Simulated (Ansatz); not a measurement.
# Geometry relaxation of Cu (part 1 of 3)

Cu (slab, 12 atoms in the cell), computed with DFT PBE+D3(BJ), scalar-relativistic, plane waves, PAW, no spin polarisation (Ansatz 0.2.0).

The structure derives from a Materials Project entry. The input holds or restrains some coordinates. Forces given for the steps count only the free coordinates. It belongs to a series of runs on one base structure; here: clean slab, lower half held. Figures and captions count atoms from 1; the log counts them from 0 in places.

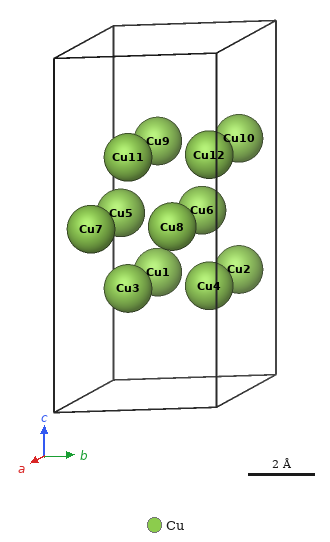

Fig. 1: The starting structure (spheres-only view of the cell of the calculation, with the vacuum cut short, seen slightly off an axis; atoms are numbered from 1 in the order of the input). An atom can appear more than once, as a periodic image.

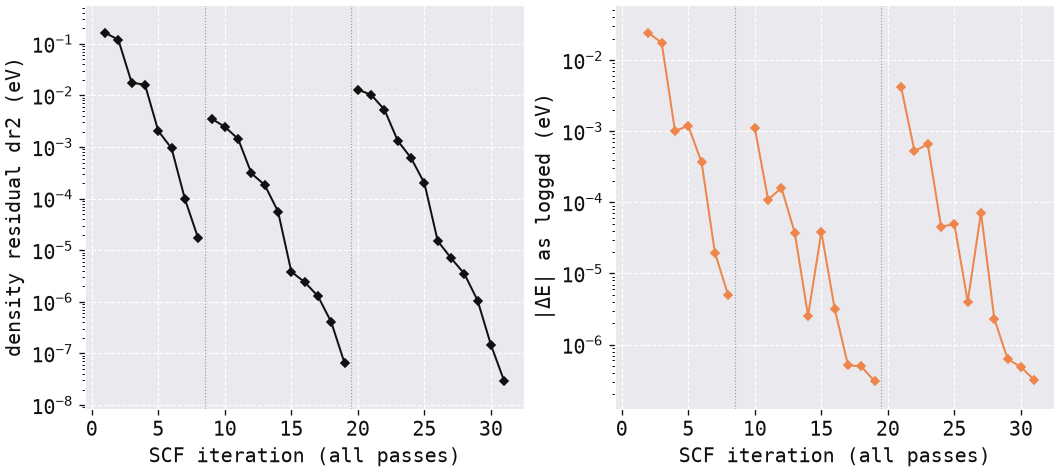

Fig. 2: Convergence of the self-consistent field: density residual dr2 and size of the energy change against the SCF iteration. The dotted lines part the SCF passes of the relaxation: geometry steps, rejected trials and re-solves on a re-selected basis. The passes take 8, 11 and 12 iterations.

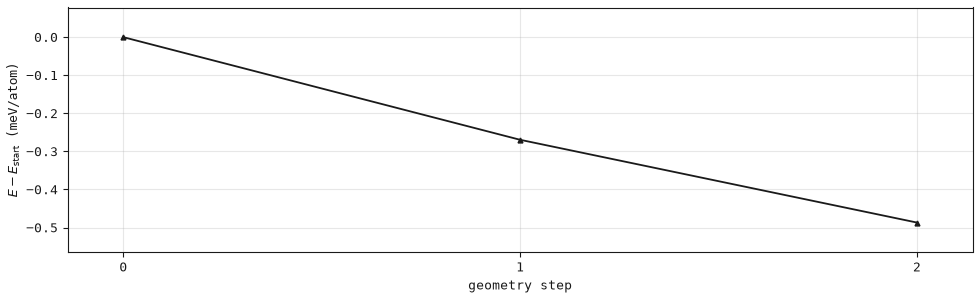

Fig. 3: Progress of the restrained relaxation, step by step (the first geometry is step 0 here and step 1 in the log).

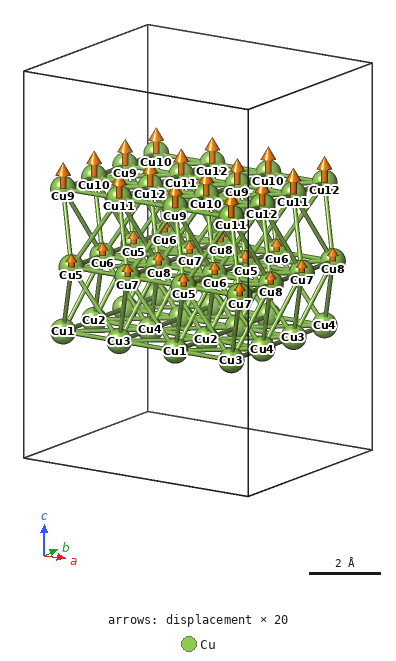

Fig. 4: The starting structure with the displacements as orange arrows, magnified 20 times (ball-and-stick view of the 2 × 2 repeat of the cell, with the vacuum cut short, seen slightly off an axis). The energy falls by 0.5 meV per atom in 2 geometry steps. The largest force component goes from 0.075 to 0.0021 eV/Å. The largest moves, 0.039 Å, are those of Cu9, Cu10, Cu11 and Cu12. The lattice vectors keep their values. Among the contacts that change: Cu1–Cu5 2.521 → 2.536 Å. (Atoms are counted from 1 in the order of the input.)

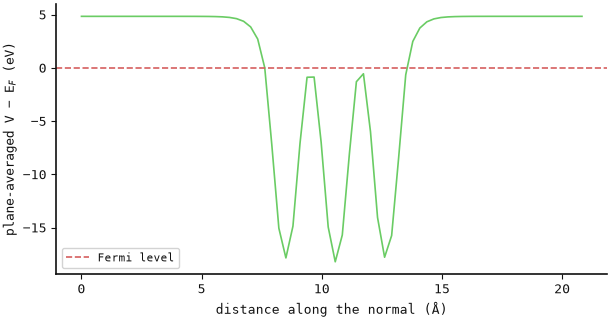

Fig. 5: Plane average of the electrostatic potential energy of an electron across the cell, from the Fermi level. The vacuum level lies 4.84 eV above the Fermi level.

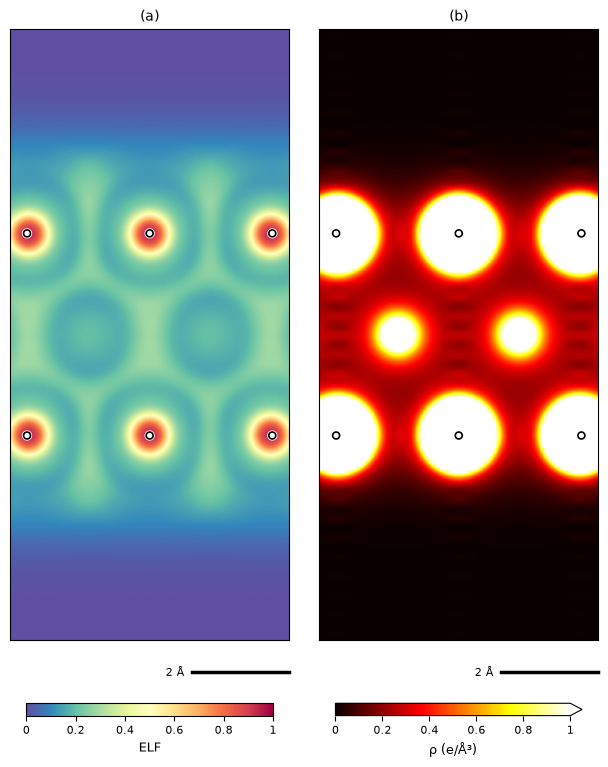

Fig. 6: (a) ELF; (b) valence pseudo-density on the (010) plane of the calculation cell, a cut from vacuum to vacuum. Circles mark the nuclei in the plane (Cu). Atoms in the plane: Cu. Cu–Cu (2.52 Å): the density is about 0.31 e/Å³ at the midpoint; the ELF is about 0.25 at the midpoint (no shared electron pair). The density dies away to nearly zero in the vacuum. The strong features right at Cu lie inside the PAW spheres (semicore, d or f shells) and say nothing about bonding. In a PAW calculation such maps are meaningful between the atoms, not at the nuclei.

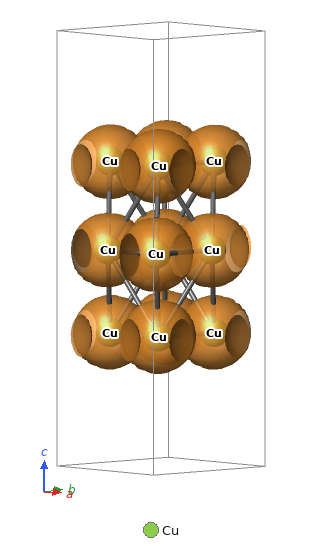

Fig. 7: Isosurface of the valence pseudo-density at 0.6 e/Å³ (orange), seen at an oblique angle. Sticks mark near contacts. At this value the density breaks into separate islands; it holds about 85 % of the electrons treated as valence (semicore included). It is pinched off along the Cu–Cu (2.52 Å) contacts. On the grid the lowest density along these lines, outside the cores, is 0.28 e/Å³ (Cu–Cu, 2.52 Å).

The input that produced these results follows, with the program's output.

Input file:
```yaml
crystal:
  lattice:
    - [5.0409715241, 0.0, 0.0]
    - [-2.5204857621, 4.3656093996, 0.0]
    - [0.0, 0.0, 21.1160119731]
  atoms:
    - { symbol: Cu, position: [0.1666666667, 0.3333333333, 0.4025381313] }
    - { symbol: Cu, position: [0.1666666667, 0.8333333333, 0.4025381313] }
    - { symbol: Cu, position: [0.6666666667, 0.3333333333, 0.4025381313] }
    - { symbol: Cu, position: [0.6666666667, 0.8333333333, 0.4025381313] }
    - { symbol: Cu, position: [0.3333333333, 0.1666666667, 0.5] }
    - { symbol: Cu, position: [0.3333333333, 0.6666666667, 0.5] }
    - { symbol: Cu, position: [0.8333333333, 0.1666666667, 0.5] }
    - { symbol: Cu, position: [0.8333333333, 0.6666666667, 0.5] }
    - { symbol: Cu, position: [0.1666666667, 0.3333333333, 0.5974618687] }
    - { symbol: Cu, position: [0.1666666667, 0.8333333333, 0.5974618687] }
    - { symbol: Cu, position: [0.6666666667, 0.3333333333, 0.5974618687] }
    - { symbol: Cu, position: [0.6666666667, 0.8333333333, 0.5974618687] }
basis:
  ecutwfc: 420
kpoints:
  mp_grid: { grid: [6, 6, 1] }
hamiltonian:
  xc: pbe
  dispersion: d3bj
scf:
  occupations: { method: gaussian, width: 0.1 }
output:
  forces: true
  eigenvalues: true
  write_density: true
  write_potential: true
  elf: true
  volumetric_format: npy
relax:
  adjacent_minimum: "off"
  f_tol: 0.03
  max_steps: 70
  constraints: [{ sites: [0, 1, 2, 3] }]
efield:
  axis: 3
  dipole_correction: true
  ramp_width: 0.04
```

Launch command:
```bash
ansatz run input.yaml --threads 2 --pin off --max-ram 5120MiB --backend cpu --events-out ev --progress --plain --runs-dir out
```

The program's output:
```
Engine: ansatz 0.2.0, x86_64-unknown-linux-gnu
Pseudopotentials: kind: paw
Pseudopotential: Cu, paw, valence charge 19, recommended cutoff 420 eV (normal), Cu.paw.azcp
Functional definition: PBE
  parameter kappa = 0.804
  parameter beta = 0.06672455060314922
  exchange = pbe_x(kappa = kappa, mu = beta*pi^2/3)
  correlation = pbe_c(beta = beta)
Crystal: 12 atoms, lattice volume = 464.698 Å³
Basis set: ecut = 420 eV, 9149 PW (Γ), exchange–correlation on 72×72×288 points (8 copies of the dense FFT grid, shifted against one another)
Bands: 137, of which v1, the nominal top of the filled ones, is band 114 counted from 1 (113 counted from 0)
Symmetry: 24 space group operations
k-points: 7 of 36 (time reversal used)
Non-local potential: Cu, projectors of the file, l = 0: 3, l = 1: 2, l = 2: 3, l = 3: 1
PAW form: soft (Blöchl's): semilocal exchange-correlation on the pseudo side does not see the compensation charge
PAW one-centre angular grid: Cu, 590 points (default); XC on 64 Gauss nodes
Initial density: superposition of atomic densities (neutral atoms: chi_scale 0, normalization atom), corrected by the library's trained network
Initial wavefunctions: pseudopotential atomic-orbital guess
Functional: x = pbe(κ = 0.804, μ = 0.2195149727645171), c = pbe(β = 0.06672455060314922)
SCF iter   1: F=—  HF=-79502.925847 eV  |F-HF|=—  |Δ(HF+E_count)|=         —  Δρ=2.13e-3  dr2=1.64e-1  ethr=1.77e-3  p=0.000 e·Å  D=1.29e-13 V/Å  ΔV_dip=-0.00 eV  dr2_dipole=1.04e-6  V_vac-E_F(+/−)=4.76/4.76 eV  ⟨swp⟩=6.9  Hψ=3887  notcnv=0  defer=47
efield: sawtooth ramp at fractional position 0.9800 (placed from the atoms, in the widest stretch of the axis that holds none; the zero of the levels goes with the place), width 0.0400; the density the first Hamiltonian is built on has a dipole p = 0.000 e·Å; the dipole correction subtracts the counter field D = 1.29e-13 V/Å, which shifts the + side's vacuum level by -0.00 eV against the − side's; the planar-averaged density in the ramp window peaks in size at 4.0e-5 e/Å³
preconditioner: auto → LDOS  [metal: Δε(μ)=0.063 eV  Ē_g=8.041 eV  σ=0.100 eV  W_gap=0.34  n_scr=94 (ndim 8)  ℏωp=19.8 eV  f_vac=0.653  D(μ)=11.43/eV (n_scr^D=80)  β→1.0]
SCF iter   2: F=—  HF=-79502.950069 eV  |F-HF|=—  |Δ(HF+E_count)|=   2.42e-2  Δρ=6.08e-3  dr2=1.20e-1  ethr=7.18e-5  p=-0.000 e·Å  D=-2.89e-5 V/Å  ΔV_dip=0.00 eV  dr2_dipole=5.18e-7  V_vac-E_F(+/−)=4.81/4.81 eV  ⟨swp⟩=2.1  Hψ=1717  notcnv=0  defer=110
SCF iter   3: F=—  HF=-79502.932533 eV  |F-HF|=—  |Δ(HF+E_count)|=   1.75e-2  Δρ=1.65e-3  dr2=1.76e-2  ethr=5.28e-5  p=-0.000 e·Å  D=-1.77e-5 V/Å  ΔV_dip=0.00 eV  dr2_dipole=2.33e-7  V_vac-E_F(+/−)=4.79/4.79 eV  ⟨swp⟩=2.0  Hψ=1291  notcnv=0  defer=110
SCF iter   4: F=—  HF=-79502.933546 eV  |F-HF|=—  |Δ(HF+E_count)|=   1.01e-3  Δρ=1.73e-3  dr2=1.62e-2  ethr=7.72e-6  p=-0.000 e·Å  D=-6.65e-6 V/Å  ΔV_dip=0.00 eV  dr2_dipole=7.76e-9  V_vac-E_F(+/−)=4.79/4.79 eV  ⟨swp⟩=2.0  Hψ=1204  notcnv=0  defer=110
SCF iter   5: F=—  HF=-79502.932356 eV  |F-HF|=—  |Δ(HF+E_count)|=   1.19e-3  Δρ=7.19e-4  dr2=2.05e-3  ethr=7.10e-6  p=-0.000 e·Å  D=-1.11e-6 V/Å  ΔV_dip=0.00 eV  dr2_dipole=2.67e-10  V_vac-E_F(+/−)=4.80/4.80 eV  ⟨swp⟩=1.9  Hψ=986  notcnv=0  defer=110
SCF iter   6: F=—  HF=-79502.932720 eV  |F-HF|=—  |Δ(HF+E_count)|=   3.64e-4  Δρ=5.04e-4  dr2=9.45e-4  ethr=9.00e-7  p=-0.000 e·Å  D=-3.30e-6 V/Å  ΔV_dip=0.00 eV  dr2_dipole=1.07e-8  V_vac-E_F(+/−)=4.81/4.81 eV  ⟨swp⟩=2.0  Hψ=1280  notcnv=0  defer=110
SCF iter   7: F=—  HF=-79502.932701 eV  |F-HF|=—  |Δ(HF+E_count)|=   1.96e-5  Δρ=1.72e-4  dr2=9.87e-5  ethr=4.14e-7  p=-0.000 e·Å  D=-5.15e-7 V/Å  ΔV_dip=0.00 eV  dr2_dipole=4.47e-9  V_vac-E_F(+/−)=4.81/4.81 eV  ⟨swp⟩=2.0  Hψ=1302  notcnv=0  defer=110
SCF iter   8: F=-79502.932708 eV  HF=-79502.932706 eV  |F-HF|=2.64e-6  |Δ(HF+E_count)|=   4.96e-6  Δρ=6.18e-5  dr2=1.70e-5  ethr=9.87e-9  p=-0.000 e·Å  D=-5.00e-8 V/Å  ΔV_dip=0.00 eV  dr2_dipole=1.85e-9  V_vac-E_F(+/−)=4.82/4.82 eV  ⟨swp⟩=19.9  Hψ=10093  notcnv=0
SCF 1 converged in 8 iterations: F = -79502.932708 eV  dr2 = 1.70e-5
  greatest PAW one-centre occupation: 1.000 electrons in one spin orbital (limit 2), on the Cu atom at site 11 (counted from 0), in its partial waves of l = 0
relax step   1: F+E_penalty+E_count = -79502.93270842 eV  Δ(F+E_penalty+E_count) = +0.000e0 eV  max|allowed force component| = 7.480e-2 eV/Å  Δτ_max = 0.0000 Å  (8 SCF iters, dr2 threshold 2.25e-5 eV, accepted)
Initial density: handed on by an earlier stage of this run
Initial wavefunctions: those handed on with the density
iter 1 solved again at ethr=1.58e-6 eV; its pass at ethr=3.10e-3 eV (dr2=3.61e-3 eV) is discarded
SCF iter   1: F=—  HF=-79502.937229 eV  |F-HF|=—  |Δ(HF+E_count)|=         —  Δρ=1.12e-3  dr2=3.56e-3  ethr=1.58e-6  p=0.000 e·Å  D=1.21e-6 V/Å  ΔV_dip=-0.00 eV  dr2_dipole=1.62e-6  V_vac-E_F(+/−)=4.81/4.81 eV  ⟨swp⟩=2.9  Hψ=3112  notcnv=0  defer=110
efield: sawtooth ramp at fractional position 0.9800 (handed on by an earlier solve), width 0.0400; the density the first Hamiltonian is built on has a dipole p = 0.000 e·Å; the dipole correction subtracts the counter field D = 1.21e-6 V/Å, which shifts the + side's vacuum level by -0.00 eV against the − side's; the planar-averaged density in the ramp window peaks in size at 2.7e-5 e/Å³
preconditioner: auto → LDOS  [metal: Δε(μ)=0.083 eV  Ē_g=8.056 eV  σ=0.100 eV  W_gap=0.39  n_scr=94 (ndim 8)  ℏωp=19.8 eV  f_vac=0.652  D(μ)=12.99/eV (n_scr^D=80)  β→1.0]
SCF iter   2: F=—  HF=-79502.936133 eV  |F-HF|=—  |Δ(HF+E_count)|=   1.10e-3  Δρ=5.15e-4  dr2=2.47e-3  ethr=1.56e-6  p=0.001 e·Å  D=4.82e-4 V/Å  ΔV_dip=-0.01 eV  dr2_dipole=4.05e-4  V_vac-E_F(+/−)=4.81/4.82 eV  ⟨swp⟩=2.0  Hψ=1522  notcnv=0  defer=110
SCF iter   3: F=—  HF=-79502.936024 eV  |F-HF|=—  |Δ(HF+E_count)|=   1.09e-4  Δρ=6.42e-4  dr2=1.44e-3  ethr=1.08e-6  p=0.000 e·Å  D=2.86e-5 V/Å  ΔV_dip=-0.00 eV  dr2_dipole=6.02e-5  V_vac-E_F(+/−)=4.82/4.82 eV  ⟨swp⟩=2.0  Hψ=1296  notcnv=0  defer=110
SCF iter   4: F=—  HF=-79502.935864 eV  |F-HF|=—  |Δ(HF+E_count)|=   1.60e-4  Δρ=1.46e-4  dr2=3.09e-4  ethr=6.32e-7  p=0.000 e·Å  D=1.06e-4 V/Å  ΔV_dip=-0.00 eV  dr2_dipole=3.87e-5  V_vac-E_F(+/−)=4.82/4.82 eV  ⟨swp⟩=2.0  Hψ=1251  notcnv=0  defer=110
SCF iter   5: F=—  HF=-79502.935902 eV  |F-HF|=—  |Δ(HF+E_count)|=   3.76e-5  Δρ=1.47e-4  dr2=1.84e-4  ethr=1.36e-7  p=0.000 e·Å  D=8.38e-5 V/Å  ΔV_dip=-0.00 eV  dr2_dipole=2.53e-5  V_vac-E_F(+/−)=4.82/4.82 eV  ⟨swp⟩=2.1  Hψ=1280  notcnv=0  defer=110
SCF iter   6: F=—  HF=-79502.935899 eV  |F-HF|=—  |Δ(HF+E_count)|=   2.55e-6  Δρ=9.70e-5  dr2=5.63e-5  ethr=8.08e-8  p=0.000 e·Å  D=2.26e-5 V/Å  ΔV_dip=-0.00 eV  dr2_dipole=5.49e-6  V_vac-E_F(+/−)=4.82/4.82 eV  ⟨swp⟩=2.0  Hψ=1265  notcnv=0  defer=110
SCF iter   7: F=—  HF=-79502.935937 eV  |F-HF|=—  |Δ(HF+E_count)|=   3.83e-5  Δρ=2.14e-5  dr2=3.83e-6  ethr=2.47e-8  p=0.000 e·Å  D=1.92e-6 V/Å  ΔV_dip=-0.00 eV  dr2_dipole=6.15e-7  V_vac-E_F(+/−)=4.82/4.82 eV  ⟨swp⟩=2.0  Hψ=1180  notcnv=0  defer=110
SCF iter   8: F=—  HF=-79502.935941 eV  |F-HF|=—  |Δ(HF+E_count)|=   3.22e-6  Δρ=1.80e-5  dr2=2.42e-6  ethr=1.68e-9  p=-0.000 e·Å  D=-3.55e-6 V/Å  ΔV_dip=0.00 eV  dr2_dipole=2.81e-7  V_vac-E_F(+/−)=4.82/4.82 eV  ⟨swp⟩=2.0  Hψ=1294  notcnv=0  defer=110
SCF iter   9: F=—  HF=-79502.935941 eV  |F-HF|=—  |Δ(HF+E_count)|=   5.16e-7  Δρ=8.92e-6  dr2=1.29e-6  ethr=1.06e-9  p=-0.000 e·Å  D=-1.54e-6 V/Å  ΔV_dip=0.00 eV  dr2_dipole=2.30e-7  V_vac-E_F(+/−)=4.82/4.82 eV  ⟨swp⟩=1.0  Hψ=849  notcnv=0  defer=110
SCF iter  10: F=—  HF=-79502.935942 eV  |F-HF|=—  |Δ(HF+E_count)|=   4.93e-7  Δρ=6.22e-6  dr2=4.05e-7  ethr=5.67e-10  p=-0.000 e·Å  D=-1.90e-6 V/Å  ΔV_dip=0.00 eV  dr2_dipole=6.45e-8  V_vac-E_F(+/−)=4.82/4.82 eV  ⟨swp⟩=1.7  Hψ=862  notcnv=0  defer=110
SCF iter  11: F=-79502.935942 eV  HF=-79502.935942 eV  |F-HF|=7.82e-8  |Δ(HF+E_count)|=   3.07e-7  Δρ=3.27e-6  dr2=6.49e-8  ethr=4.39e-11  p=-0.000 e·Å  D=-9.50e-7 V/Å  ΔV_dip=0.00 eV  dr2_dipole=8.69e-9  V_vac-E_F(+/−)=4.82/4.82 eV  ⟨swp⟩=15.1  Hψ=7538  notcnv=0
SCF 2 converged in 11 iterations: F = -79502.935942 eV  dr2 = 6.49e-8
  greatest PAW one-centre occupation: 1.000 electrons in one spin orbital (limit 2), on the Cu atom at site 3 (counted from 0), in its partial waves of l = 0
relax step   2: F+E_penalty+E_count = -79502.93594205 eV  Δ(F+E_penalty+E_count) = -3.234e-3 eV  max|allowed force component| = 4.926e-2 eV/Å  Δτ_max = 0.0130 Å  (11 SCF iters, accepted)
```
